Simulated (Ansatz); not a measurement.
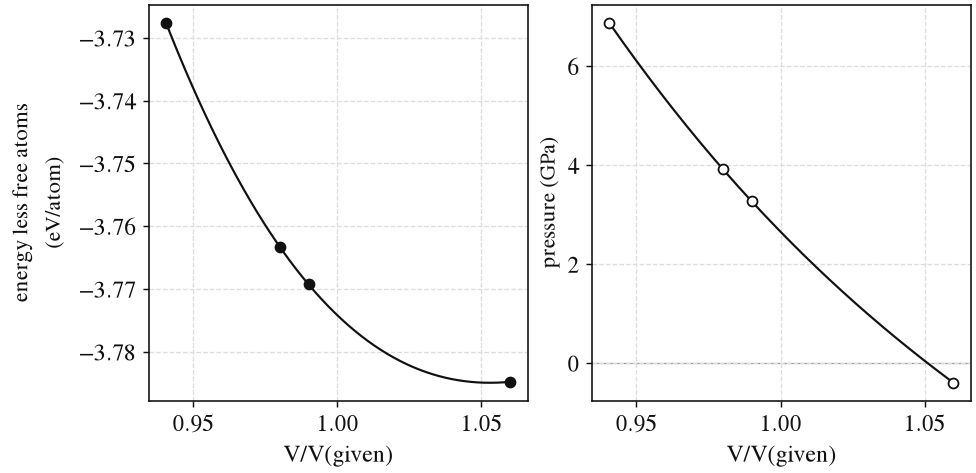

Caption: Energy less free atoms and pressure against V/V(given) for Sn, space group I4_1/amd (No. 141).

V(given) is 27.05 Å³/atom.

The energy less free atoms falls from −3.7276 eV/atom at V/V(given) 0.941 to −3.7848 eV/atom at 1.060. The pressure falls from 6.881 GPa at V/V(given) 0.941 to −0.404 GPa at 1.060, and changes sign near 1.052.

Method: periodic Kohn-Sham DFT of a crystal at fixed atoms, scaled to the stated factor times the given cell; pressure positive in compression, energy less spherical unpolarised free atoms (Ansatz 0.2.0). Level: PBE.

- method: all-electron LAPW
- relativity: scalar
- k mesh: 15×15×15
- occupations: Fermi–Dirac
- smearing width: 0.05 eV
- basis error target: 0.5 (meV/atom)
- nucleus: Gaussian

Cell as given: a = 4.420 Å, b = 4.420 Å, c = 4.420 Å, α = 97.44°, β = 97.44°, γ = 137.81°; 2 atoms.

Caveats: shape and atomic fractions are frozen while scaling, which makes layered, chain and framework solids too stiff.
